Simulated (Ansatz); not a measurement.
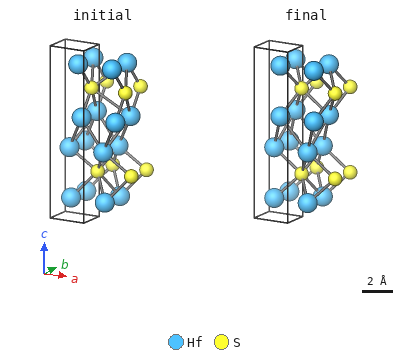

The structure of crystalline Hf$_{2}$S (set up in P1) before (left) and after (right) a relaxation, at one scale.

Style: ball-and-stick. Shown: the cell of the calculation, repeated 2 × 2 × 1 with one cell outlined, slightly off an axis.

Case: cure: more steps.

Method: DFT PBEsol, scalar-relativistic, plane waves, PAW in Ansatz 0.2.0.

Input
```yaml
crystal:
  lattice:
    - [3.3742737662, 0.0, 0.0]
    - [-1.6871368831, 2.9222068008, 0.0]
    - [0.0, 0.0, 11.71740703]
  atoms:
    - { symbol: Hf, position: [0.6778988706, 0.3414937414, 0.8998521734] }
    - { symbol: Hf, position: [0.275108346, 0.6651409164, 0.3939319152] }
    - { symbol: Hf, position: [0.7586061123, 0.389519775, 0.5909444488] }
    - { symbol: Hf, position: [0.3187982843, 0.671156299, 0.1024850446] }
    - { symbol: S, position: [-0.1487416896, -0.1593158223, 0.7488287696] }
    - { symbol: S, position: [-0.0162067437, -0.0583366406, 0.2641724761] }
basis:
  ecutwfc: 420
kpoints:
  mp_grid: { grid: [6, 6, 2] }
hamiltonian:
  xc: pbesol
scf:
  occupations: { method: gaussian, width: 0.1 }
output:
  forces: true
  stress: true
  eigenvalues: true
relax:
  adjacent_minimum: "off"
  f_tol: 0.005
  max_steps: 100
  cell: { stress_tol: 0.05 }
```

Command:
```bash
ansatz run input.yaml --threads 1 --pin off --max-ram 2560MiB --backend cpu --events-out ev --progress --plain --runs-dir out
```

Summarise the run.

Answer. After 4 accepted moves (5 points after the start) the energy has fallen by 353 meV per atom. Largest force component: 4 eV/Å at the start, 0.0012 eV/Å at the end. Pressure: 4.38 GPa at the start and 0.00 GPa at the end. The SCF was repeated once at an unchanged geometry on a basis and grid sized afresh for the cell, which shifted the energy by 0.1 meV per atom at most. The atom that moves furthest relative to the cell is S5 (0.44 Å along [1 1 0]). Largest moves by element: S 0.44 Å, Hf 0.36 Å. The volume changes by −2.1 %, with a 3.374 → 3.351 Å (−0.7 %), b 3.374 → 3.352 Å (−0.7 %), c 11.717 → 11.629 Å (−0.8 %). Some distances before and after: Hf3–S5 3.249 → 2.592 Å, Hf1–S5 3.009 → 2.592 Å, Hf2–S6 2.251 → 2.592 Å, Hf2–Hf3 2.759 → 3.055 Å. Among the angles between lasting bonds that change: Hf1–S5–Hf3 159.5° → 136.2°, Hf1–S5–Hf3 158.9° → 136.2°, Hf1–S5–Hf3 113.8° → 136.2°. The space group (tolerance 0.01 Å) goes from P1 (No. 1) to P6_3/mmc (No. 194).
